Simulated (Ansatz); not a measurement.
A periodic structure is given below.

```xyz
8
Lattice="5.0464 0.0000 0.0000 0.0000 5.0464 0.0000 0.0000 0.0000 5.0464" Properties=species:S:1:pos:R:3 pbc="T T T"
Ti    0.0000    0.0000    0.0000
Al    0.0000    2.5232    0.0000
Ti    0.0000    2.5232    2.5232
Al    0.0000    0.0000    2.5232
Ti    2.5232    0.0000    2.5232
Al    2.5232    2.5232    2.5232
Ti    2.5232    2.5232    0.0000
Al    2.5232    0.0000    0.0000
```

> What does this file describe?

Composition: TiAl. The symmetry is that of Fm-3m (No. 225), on a face-centred cubic lattice. This arrangement goes by the name rock salt (NaCl type). It has 8 atoms to the cell (4 Ti, 4 Al). Around each Ti lie six Al in an octahedral arrangement at 2.52 Å. Al bonds to six Ti in an octahedral arrangement at 2.52 Å. The bonds build a three-dimensional framework.

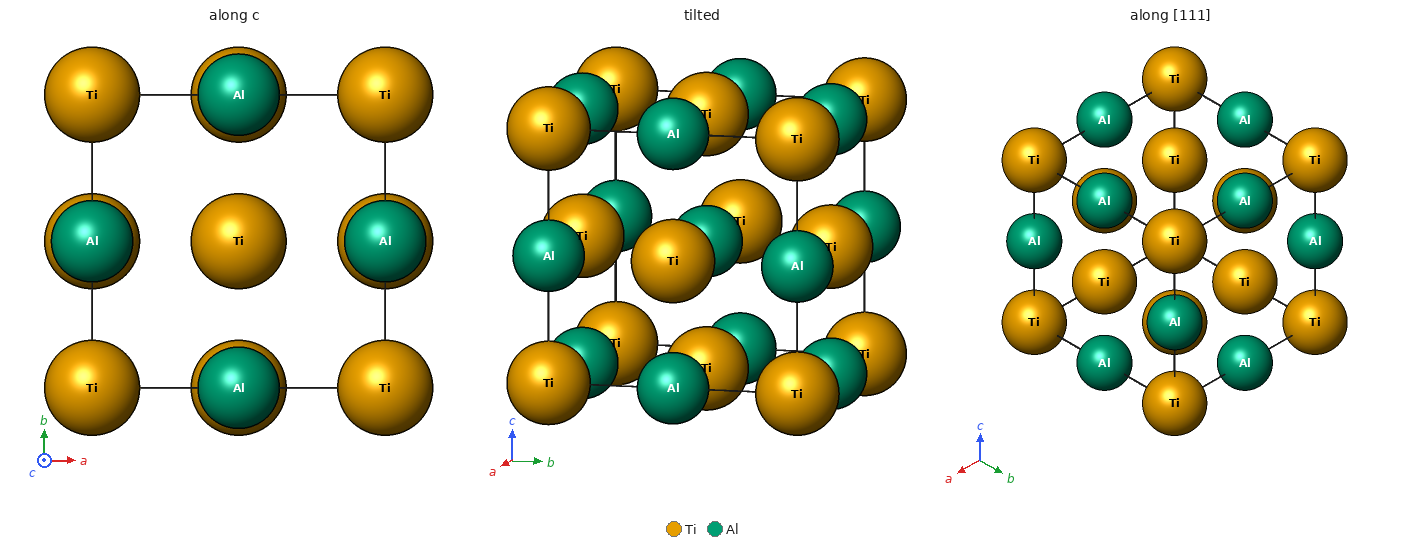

The image is a spheres-only drawing of a crystal, viewed along the c axis, slightly off an axis and along [111]. One conventional unit cell is framed, with atoms on its boundary repeated. Colours: titanium orange, aluminium teal.

The initial geometry was a structure listed in the Materials Project. The cell was then strained or its atoms displaced on purpose. It went into a calculation with Ansatz.

At this level of theory the cell isn't at rest (compressed, at 15 GPa), so its distances can differ from those at equilibrium, the more so the softer the solid.
